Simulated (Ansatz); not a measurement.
# Calculations on Be

## 1. A change

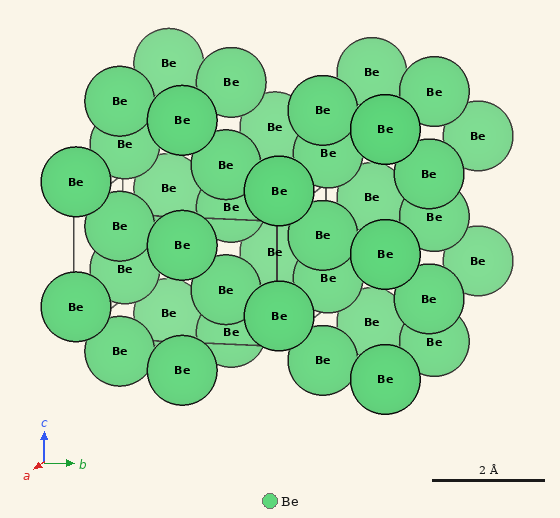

This is a symmetric starting cell of Be. Style: spheres-only. Shown: the cell of the calculation, repeated 2 × 2 × 2 with one cell outlined, slightly off an axis.

Method: Ansatz 0.2.0, DFT PBEsol, scalar-relativistic, plane waves, PAW. Set-up: plane-wave cutoff 420 eV; k-point mesh 10 × 10 × 16; occupations gaussian; smearing width 0.1 eV; no spin polarisation.

The variant: The cell is strained by −4.1 % along c and +1.9 % across it (volume −0.4 %) and atoms are displaced by 0.25 Å relative to the cell. No relaxation follows. The starting cell wasn't computed here and needn't be at equilibrium, so pressure and forces aren't due to the change alone.

Question: Predict the response.

Answer: The pressure is 10.8 GPa (not all of it need come from the change, since the unchanged cell can be under pressure at this level too). The principal stresses (compression positive) are 1.0 GPa along c and 15.7 GPa across it. The largest forces, 3 eV/Å, act on 4 Be atoms of the calculation's cell. The forces mostly point back along the displacements (cosine −0.95). Some distances before and after: Be–Be 2.147 → 1.788 Å, Be–Be 2.222 → 2.133 to 2.468 Å, Be–Be 2.281 → 2.188 Å. The space group (tolerance 0.01 Å) goes from P4_2/mnm (No. 136) to P4_2/m (No. 84).

Drawn alike, the variant:

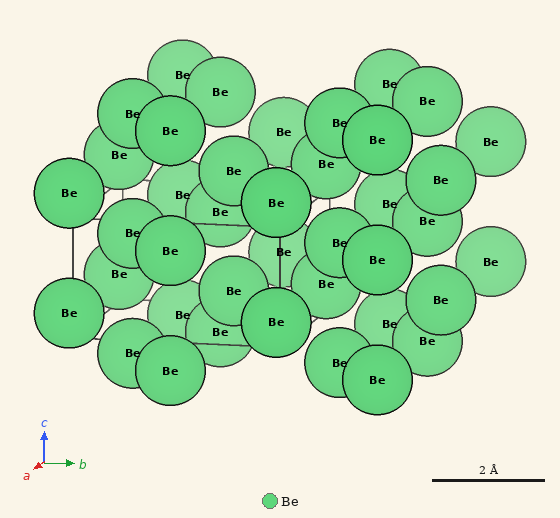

## 2. A change

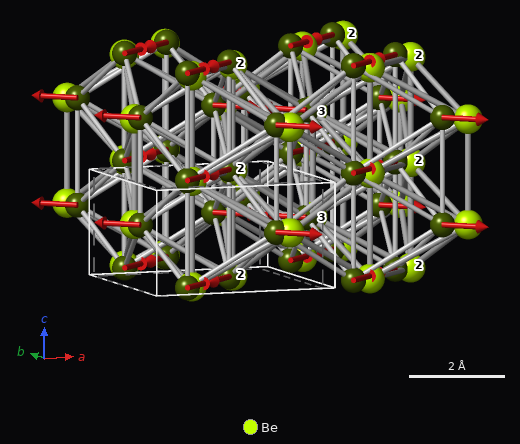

A symmetric starting cell of Be, drawn pale, and a changed version of it, drawn solid. The red arrows show how the atoms are displaced (without the part that the change of the cell carries along), magnified 10 times. Besides, the cell is strained by −1.7 % along c and +7.3 % across it (volume +13.3 %). Style: ball-and-stick. Shown: the cell of the calculation, repeated 2 × 2 × 2 with one cell outlined, slightly off an axis.

Level of theory: DFT PBE, scalar-relativistic, plane waves, PAW in Ansatz 0.2.0. Set-up: plane-wave cutoff 420 eV; k-point mesh 12 × 12 × 18; occupations gaussian; smearing width 0.1 eV; no spin polarisation.

Question: How are the atoms displaced, and what does the calculation give?

Answer: Atoms are displaced by 0.11 Å relative to the cell. No relaxation follows. The starting cell wasn't computed here and needn't be at equilibrium, so pressure and forces aren't due to the change alone. Near-neighbour distances before and after: Be–Be 2.222 → 2.363 Å, Be–Be 2.147 → 2.090 Å, Be–Be 2.281 → 2.243 Å. The space group stays P4_2/mnm (No. 136). The pressure is −10.2 GPa (not all of it need come from the change, since the unchanged cell can be under pressure at this level too). The principal stresses (compression positive) are −2.4 GPa along c and −14.1 GPa across it. The largest forces, 0.6 eV/Å, act on 4 Be atoms of the calculation's cell. The forces point straight back along the displacements (cosine −1.00).

## 3. Distortion

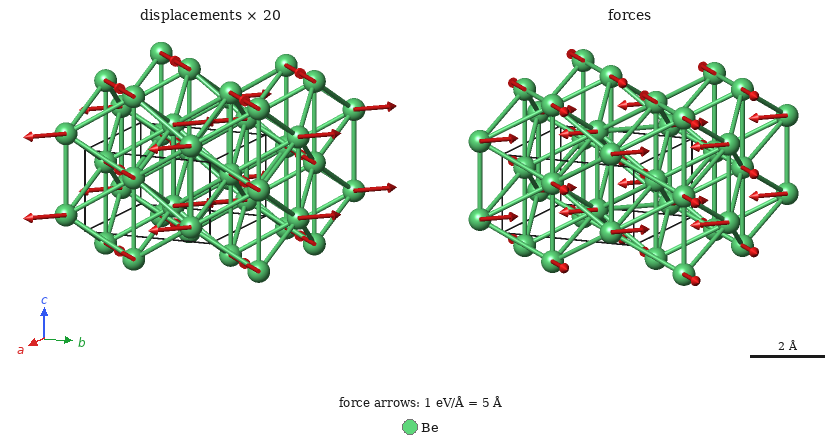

Left: a symmetric starting cell of Be, with red arrows for the displacements applied to it (without the part that the change of the cell carries along). Right: the displaced structure with the computed forces. Besides, the cell is strained by −3.9 % along c and +5.1 % across it (volume +6.2 %). A ball-and-stick model of the cell of the calculation, repeated 2 × 2 × 2 with one cell outlined, seen slightly off an axis.

The calculation used DFT PBEsol, scalar-relativistic, plane waves, PAW (Ansatz). Set-up: plane-wave cutoff 420 eV; k-point mesh 12 × 12 × 18; occupations gaussian; smearing width 0.1 eV; no spin polarisation.

> How do the forces relate to the distortion?

Atoms are displaced by 0.06 Å relative to the cell. No relaxation follows. The starting cell wasn't computed here and needn't be at equilibrium, so pressure and forces aren't due to the change alone. The pressure is −6.0 GPa (not all of it need come from the change, since the unchanged cell can be under pressure at this level too). The principal stresses (compression positive) are 6.3 GPa along c and −12.2 GPa across it. The largest forces, 0.23 eV/Å, act on 4 Be atoms of the calculation's cell. The forces point straight back along the displacements (cosine −1.00). Some distances before and after: Be–Be 2.281 → 2.193 Å, Be–Be 2.222 → 2.301 Å, Be–Be 2.147 → 2.131 Å. The space group stays P4_2/mnm (No. 136).

## 4. Distortion

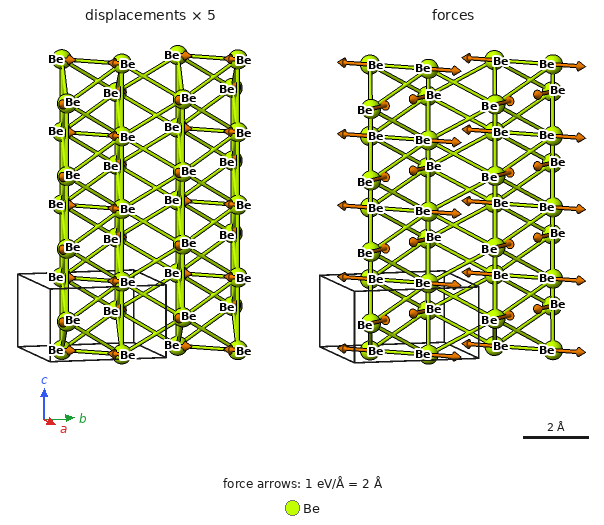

Left: a symmetric starting cell of Be, with orange arrows for the displacements applied to it (without the part that the change of the cell carries along). Right: the displaced structure with the computed forces. Besides, the cell is strained by −1.7 % along c and +7.3 % across it (volume +13.3 %). A ball-and-stick model of the cell of the calculation, repeated 1 × 2 × 4 with one cell outlined, seen slightly off an axis.

These are results of DFT PBE, scalar-relativistic, plane waves, PAW (Ansatz), not measurements. Settings: plane-wave cutoff 420 eV; k-point mesh 12 × 12 × 18; occupations gaussian; smearing width 0.1 eV; no spin polarisation.

### Describe the distortion and the response.

Atoms are displaced by 0.11 Å relative to the cell. No relaxation follows. The starting cell wasn't computed here and needn't be at equilibrium, so pressure and forces aren't due to the change alone. The pressure is −10.2 GPa (not all of it need come from the change, since the unchanged cell can be under pressure at this level too). The principal stresses (compression positive) are −2.4 GPa along c and −14.1 GPa across it. The largest forces, 0.6 eV/Å, act on 4 Be atoms of the calculation's cell. The forces point straight back along the displacements (cosine −1.00). Among the bonded contacts that change: Be–Be 2.222 → 2.363 Å, Be–Be 2.147 → 2.090 Å, Be–Be 2.281 → 2.243 Å. The space group stays P4_2/mnm (No. 136).
